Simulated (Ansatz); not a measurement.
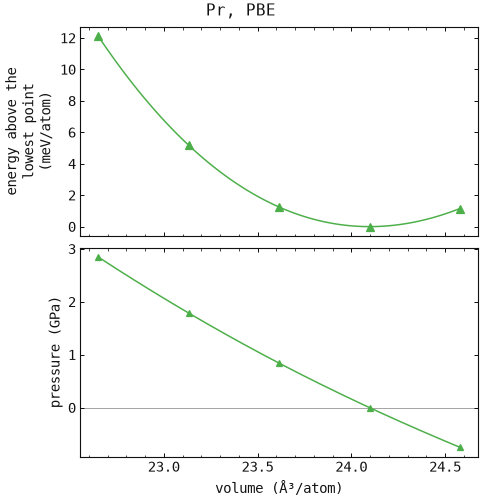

The plot gives the computed energy above the lowest point and pressure against volume for Pr, space group Fm-3m (No. 225) (one of a set of cubic test structures, which need not be the stable phase).

Computed with Ansatz 0.2.0 development build: equation of state of a cubic crystal from periodic Kohn-Sham density functional theory without spin, third-order Birch-Murnaghan fit to the free energies; pressure corrected for the finite basis. Level: PBE.

structure type fcc; atoms in cell 1; space group number 225; lattice centring face-centred primitive; k mesh 41×41×41; occupation method Fermi–Dirac; occupation width 0.06123 eV; wave cutoff 420 eV; datasets soft-1 PAW; density tolerance 1e−07 eV; bands 16; density cutoff ratio 4; search for lower states default.

Tabulate the plotted points.

```csv
volume (Å³/atom),energy above the lowest point (meV/atom),pressure (GPa)
22.65,12.1,2.844
23.13,5.2,1.786
23.62,1.2,0.840
24.10,0.0,0.000
24.58,1.2,-0.750
```

Limits of the calculation: cubic model structure, not the ambient form; open f shell treated without spin.
